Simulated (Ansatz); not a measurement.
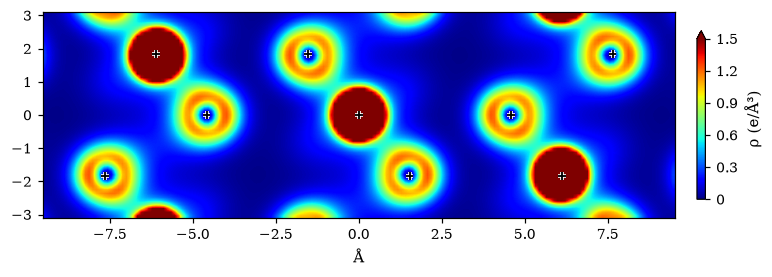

The valence charge density (pseudo) on a plane through atoms (crosses mark nuclei in the plane).

These are results of Kohn-Sham DFT of a periodic cell, PBEsol, Ansatz PAW (Ansatz 0.2.0), not measurements.

Candidates:
A. Si, a = 3.30 Å, b = 3.30 Å, c = 2.68 Å, α = 90.00°, β = 90.00°, γ = 90.00°. Space group I4/mmm; a structure from a database of computed crystals, not necessarily the ambient phase; computed pressure about −3 GPa in this cell.
B. MoS$_{2}$, a = 3.17 Å, b = 3.17 Å, c = 18.34 Å, α = 90.00°, β = 90.00°, γ = 120.00°. Space group R-3m; not relaxed (largest force 0.7 eV/Å); computed pressure about 3 GPa in this cell.
C. TiAl, a = 3.02 Å, b = 3.02 Å, c = 3.02 Å, α = 90.00°, β = 90.00°, γ = 90.00°. Space group Pm-3m; a structure from a database of computed crystals, not necessarily the ambient phase; computed pressure about 20 GPa in this cell.

Which candidate gave the map?

Candidate B: MoS$_{2}$ on the (110) plane of the conventional cell, which holds Mo and S. Mo–S (2.39 Å): the density is about 0.6 e/Å³ at the midpoint.
